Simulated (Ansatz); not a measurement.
## Geometry relaxation, with input and output: AlZn$_{17}$O$_{18}$ (part 4 of 4)

Continued. System: AlZn$_{17}$O$_{18}$ (defect cell, 36 atoms in the cell). Method: DFT PBE, scalar-relativistic, plane waves, PAW, spin-polarised (Ansatz 0.2.0); cutoff 420 eV, 2×2×2 k-mesh, Gaussian smearing of 0.02 eV, collinear spins. The structure derives from a Materials Project entry. It belongs to a series of runs on one base structure; here: Al_Zn, charge +0, atoms relaxed at the host's cell.

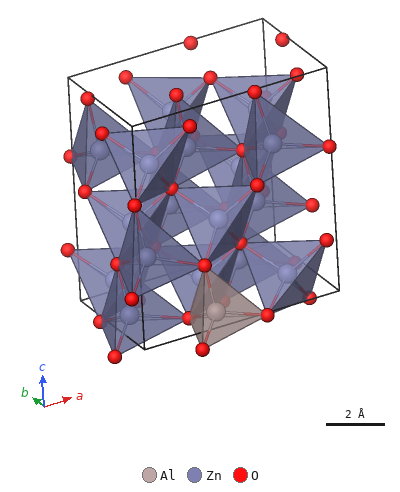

**Figure 1.** The geometry at step 6 of the log (polyhedral view of the cell of the calculation, seen slightly off an axis; polyhedra are completed across the faces of the cell).

Summary:

| quantity | value |
| --- | --- |
| outcome | converged |
| electrons treated | 315 |
| free energy | −67184.4882 eV |
| Fermi energy | 8.809 eV |
| gap on the k-point mesh | none (metallic) |
| net moment of the cell | 0.48 μB |
| integrated absolute moment | 0.49 μB |
| final volume | 443.69 Å³ |
| largest force (length of the vector) at the end | 0.011 eV/Å |
| hardware | 8 threads of Arm Neoverse V1, 24 GiB of memory available, shared host |
| wall time | 85 s (CPU time 11 min) |
| peak memory | 1.9 GiB |
